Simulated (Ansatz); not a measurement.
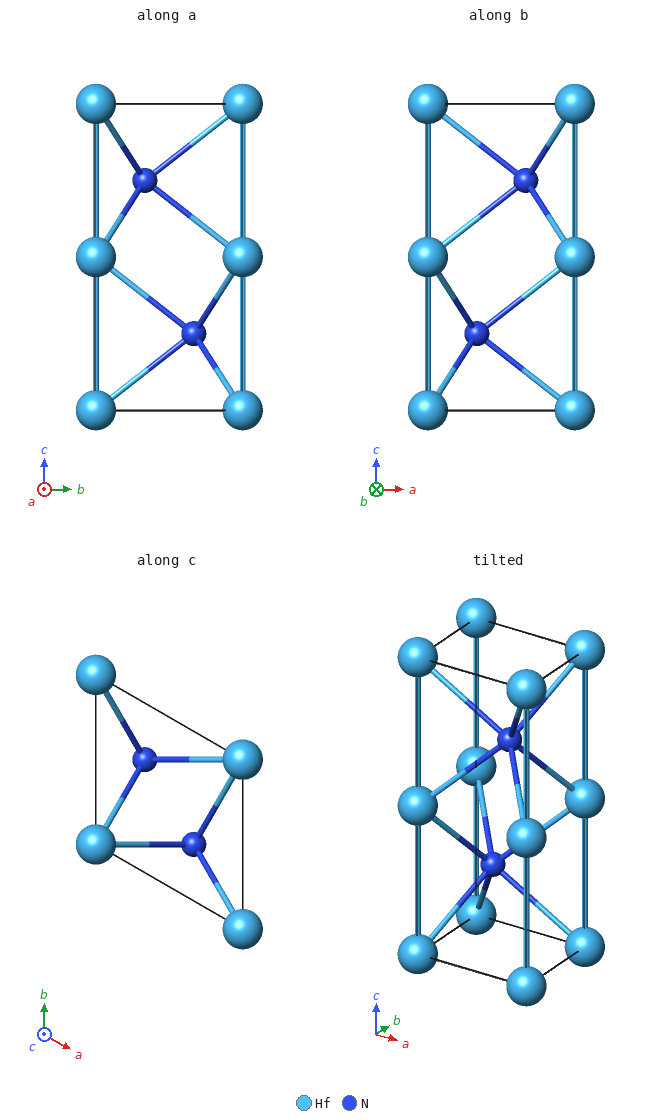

Structure drawing (ball-and-stick), viewed along the a axis, along the b axis, along the c axis and slightly off an axis. The conventional unit cell is outlined; an atom on or near a face, edge or corner is repeated at each equivalent position.

Lattice parameters: a = 3.150 Å, b = 3.150 Å, c = 5.691 Å, α = 90.00°, β = 90.00°, γ = 120.00°.

> Set out the cell and atoms as a table of Wyckoff sites.

Space group P6_3/mmc (No. 194).
| atom | site | x | y | z |
| --- | --- | --- | --- | --- |
| Hf | 2a | 0.0000 | 0.0000 | 0.0000 |
| N | 2c | 0.3333 | 0.6667 | 0.2500 |

The structure comes from a structure type filled with these elements by a generator (whether the compound takes this form wasn't checked). Earlier steps of the study may have refined or changed the cell and positions. It went into a calculation with Ansatz.
